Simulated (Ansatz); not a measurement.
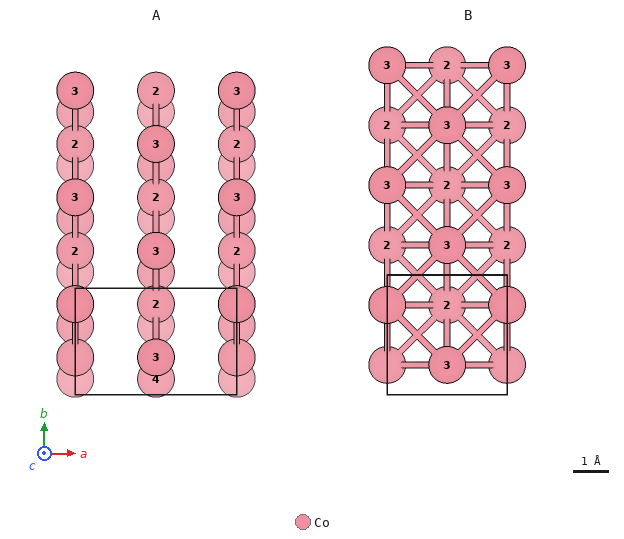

Two geometries of crystalline Co (built on the iodine_64 type) (coarse preliminary run), drawn at one scale. One is the start of a relaxation, the other its converged end. The picture is a ball-and-stick view of the conventional cell (2 times the calculation's cell), repeated 1 × 3 × 1 with one cell outlined, seen along the c axis. Lengths and directions refer to the drawn axes.

Theory: DFT PBEsol, scalar-relativistic, plane waves, PAW (Ansatz 0.2.0). Set-up: plane-wave cutoff 420 eV; k-point mesh 6 × 6 × 4; occupations gaussian; smearing width 0.1 eV; collinear spin; cell and atoms relaxed; force threshold 0.04 eV/Å; at most 70 steps.

### Which of the two is the end point?

Structure B is the relaxed one. Case: iodine type (Cmce, No. 64). After 10 accepted moves (12 points after the start) the energy has fallen by 1520 meV per atom. The largest force component goes from 7.4 to 0.00014 eV/Å. The pressure goes from 30.30 to 0.08 GPa. The SCF was repeated twice at an unchanged geometry on a basis and grid sized afresh for the cell, which shifted the energy by 12.4 meV per atom at most. The largest moves relative to the cell, 0.35 Å, are those of Co atoms. The drawn cell changes as follows: a 4.674 → 3.469 Å (−25.8 %), b 3.089 → 3.468 Å (+12.3 %), c 6.301 → 6.925 Å (+9.9 %); the volume changes by −8.5 %. Some distances before and after: Co–Co 1.742 → 2.450 Å, Co–Co 2.876 → 2.450 Å, Co–Co 2.832 → 2.451 Å, Co–Co 2.801 → 2.453 Å. Among the angles between lasting bonds that change: Co–Co–Co 105.2° → 89.9°, Co–Co–Co 167.0° → 180.0°, Co–Co–Co 169.5° → 180.0°. The space group (tolerance 0.01 Å) goes from Cmce (No. 64) to Fm-3m (No. 225). The run took about 2.8 core-minutes on a shared host.

Limits of the set-up: the k-point mesh is coarse for a cell with partly filled bands.
